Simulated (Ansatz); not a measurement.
## Energy of Re along an even scaling of the cell

System: Re (P6₃/mmc, 2 atoms in the cell).
Method: Kohn-Sham DFT of a periodic cell, PBEsol, all-electron LAPW, scalar-relativistic, no spin polarisation (Ansatz 0.2.0).

The 7 runs differ only in the geometry, by an even scaling of the cell at fixed fractional positions. The structure derives from an entry of the Crystallography Open Database.

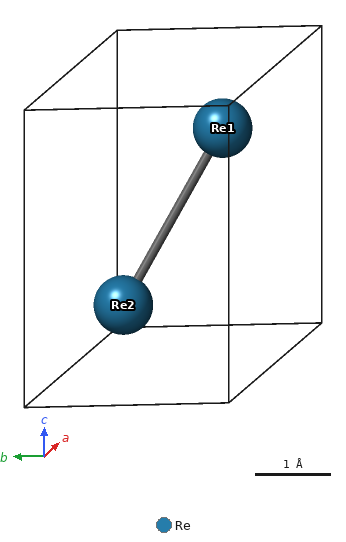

Figure 1. The structure of run 4 (ball-and-stick view of the cell of the calculation, seen at an oblique angle; atoms are numbered from 1 in the order of the input). An atom can appear more than once, as a periodic image.

### Input of run 4
```yaml
crystal:
  lattice:
    - [2.7608, 0.0, 0.0]
    - [-1.3804, 2.3909229348, 0.0]
    - [0.0, 0.0, 4.4582]
  atoms:
    - { symbol: Re, position: [0.6666666667, 0.3333333333, 0.75] }
    - { symbol: Re, position: [0.3333333333, 0.6666666667, 0.25] }
kpoints:
  mp_grid: { grid: [11, 11, 6] }
scf:
  occupations: { method: fermi_dirac, width: 0.05 }
hamiltonian:
  xc: pbesol
  pseudopotentials: { kind: all_electron, lapw: { basis_error: 0.0005 } }
output:
  forces: true
  stress: true
  eigenvalues: true
```

Command:
```bash
ansatz run input.yaml --threads 1 --pin off --max-ram 3072MiB --backend cpu --events-out ev --progress --plain --runs-dir out
```

Run 5 differs from it as follows:
```diff
-    - [2.7608, 0.0, 0.0]
-    - [-1.3804, 2.3909229348, 0.0]
-    - [0.0, 0.0, 4.4582]
+    - [2.7790839766, 0.0, 0.0]
+    - [-1.3895419883, 2.406757323, 0.0]
+    - [0.0, 0.0, 4.4877253638]
```

### Results, with one run withheld

```csv
run,volume per atom (Å³),"free energy per atom, from the lowest run given (meV)",pressure (GPa)
1,13.831,46.30,22.14
2,14.125,14.69,12.44
3,14.420,0.00,3.73
4,14.714,0.48,−4.10
5,15.008,?,?
6,15.303,40.87,−17.40
7,15.597,78.10,−23.03
```

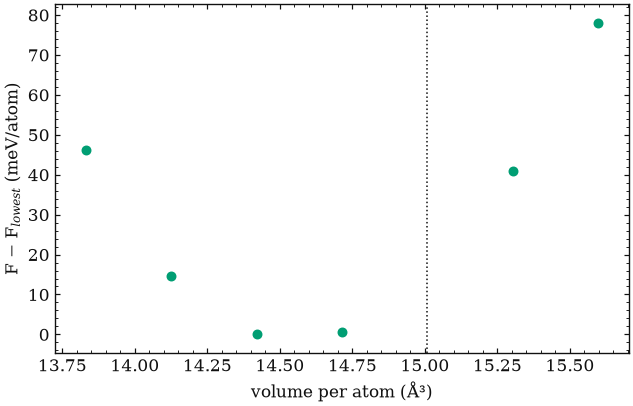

Figure 2. Free energy per atom of the runs given; the dotted line marks run 5.

Fit the runs given and predict run 5.

A cubic polynomial in V^(−2/3) (the Birch–Murnaghan form), fitted to the 6 runs given, misses them by at most 0.02 meV per atom. With x = V^(−2/3) − 0.16707 Å⁻², it reads F = −0.9332 − 1894.1 x + 1.4057e+06 x² + 1.5803e+06 x³ (meV per atom). At run 5 it gives 14.53 meV per atom, and the run itself gives 14.57. The slope of the fit gives a pressure −dF/dV of −11.10 GPa there, and the run prints −11.11 GPa. The fit has its minimum at 14.556 Å³ per atom, where V d²F/dV² gives 388 GPa. Cell shape and fractional positions are held, so this is the stiffness under even scaling; the relaxed bulk modulus wasn't computed.

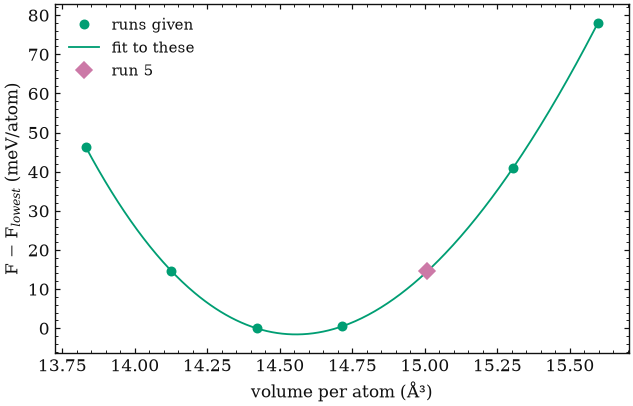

Figure 3. The fit and the withheld run.

### Output, shortened to warnings, some set-up lines, iterations and results (run 5)
```
Basis set: ecut = 297.97796589892306 eV, 337 PW (Γ), exchange–correlation at level 2
Symmetry: 24 space group operations
k-points: 64 of 726
Initial density: superposition of atomic densities (chi_scale 0.1, normalization cell)
[...]
SCF iter   1: F=—  HF=-908044.710059 eV  |F-HF|=—  |Δ(HF+E_count)|=         —  Δρ=2.99e-2  dr2=1.25e-1  ethr=1.38e-4  ⟨swp⟩=3.0  Hψ=21096  notcnv=0
SCF iter   2: F=—  HF=-908044.306442 eV  |F-HF|=—  |Δ(HF+E_count)|=   4.04e-1  Δρ=1.26e-2  dr2=2.84e-2  ethr=1.38e-4  ⟨swp⟩=2.3  Hψ=10710  notcnv=0
SCF iter   3: F=—  HF=-908044.283791 eV  |F-HF|=—  |Δ(HF+E_count)|=   2.27e-2  Δρ=8.30e-3  dr2=1.42e-2  ethr=3.15e-5  ⟨swp⟩=2.0  Hψ=10146  notcnv=0
SCF iter   4: F=—  HF=-908044.280151 eV  |F-HF|=—  |Δ(HF+E_count)|=   3.64e-3  Δρ=4.79e-3  dr2=5.62e-3  ethr=1.58e-5  ⟨swp⟩=2.0  Hψ=9946  notcnv=0
SCF iter   5: F=—  HF=-908044.280182 eV  |F-HF|=—  |Δ(HF+E_count)|=   3.08e-5  Δρ=1.28e-3  dr2=4.86e-4  ethr=5.40e-7  ⟨swp⟩=2.0  Hψ=17084  notcnv=0
SCF iter   6: F=—  HF=-908044.280203 eV  |F-HF|=—  |Δ(HF+E_count)|=   2.15e-5  Δρ=3.05e-4  dr2=2.13e-5  ethr=5.40e-7  ⟨swp⟩=2.0  Hψ=10145  notcnv=0
SCF iter   7: F=—  HF=-908044.280202 eV  |F-HF|=—  |Δ(HF+E_count)|=   1.43e-6  Δρ=7.82e-5  dr2=1.91e-6  ethr=2.37e-8  ⟨swp⟩=2.0  Hψ=10145  notcnv=0
SCF iter   8: F=—  HF=-908044.280202 eV  |F-HF|=—  |Δ(HF+E_count)|=   4.48e-7  Δρ=1.94e-5  dr2=1.09e-7  ethr=2.12e-9  ⟨swp⟩=2.0  Hψ=10145  notcnv=0
SCF iter   9: F=-908044.280201 eV  HF=-908044.280201 eV  |F-HF|=1.75e-9  |Δ(HF+E_count)|=   2.84e-8  Δρ=4.26e-6  dr2=4.10e-9  ethr=1.21e-10  ⟨swp⟩=2.0  Hψ=10148  notcnv=0
SCF 1 converged in 9 iterations: F = -908044.280201 eV  dr2 = 4.10e-9
SCF converged after 9 iterations
Free energy (F): -908044.280201 eV
Harris-Foulkes:  -908044.280201 eV  (|F-HF|=1.75e-9)
Internal energy: -908044.265721 eV  (E = F + TS)
E sigma→0 (E₀):  -908044.272961 eV
Entropy (-TS):   -0.014481 eV (-7.240 meV/atom)
Fermi energy:    29.956074 eV
--- Per-component energies (eV) ---
  E_band       = -9473.233914
  E_kinetic    = 1020286.684298
  E_xc         = -17825.234874
  E_electrostatic = -1910505.715144  (all electrons and nuclei)
  E_smearing   = -0.014481  (= −TS)
  E_closure    = 0.000000  (closes the sum)
  E_atoms      = -908019.370850  (free atoms, spherical and without spin; not in F)
  Σ components = -908044.280201   (vs F -908044.280201, Δ=0.00e0)
  Basis errors (estimates in eV, not in F): energy 1.1e-4 per atom: plane waves 9.8e-5 (5.0e-5 summed), levels above the bands 1.4e-117, relativity 1.6e-8, radial functions 1.4e-5, core shells 9.4e-9; eigenvalues (radial functions only) 1.0e-6; not estimated: angular momenta, meshes, grids; target …
--- Forces (eV/Å), atoms counted from 1 ---
  atom   1  Re     0.00000000    -0.00000000     0.00000000
  atom   2  Re    -0.00000000     0.00000000     0.00000000
  max |Σ_I F_I| component: 3.70e-17 eV/Å
--- Stress (GPa, compression-positive) ---
      -11.168238      -0.000000       0.000000
       -0.000000     -11.168238       0.000000
        0.000000       0.000000     -11.006457
  P = ⅓ Tr σ = -11.1143 GPa (-111.143 kbar)
```

Notes: Spin–orbit coupling is left out, which matters for Re.
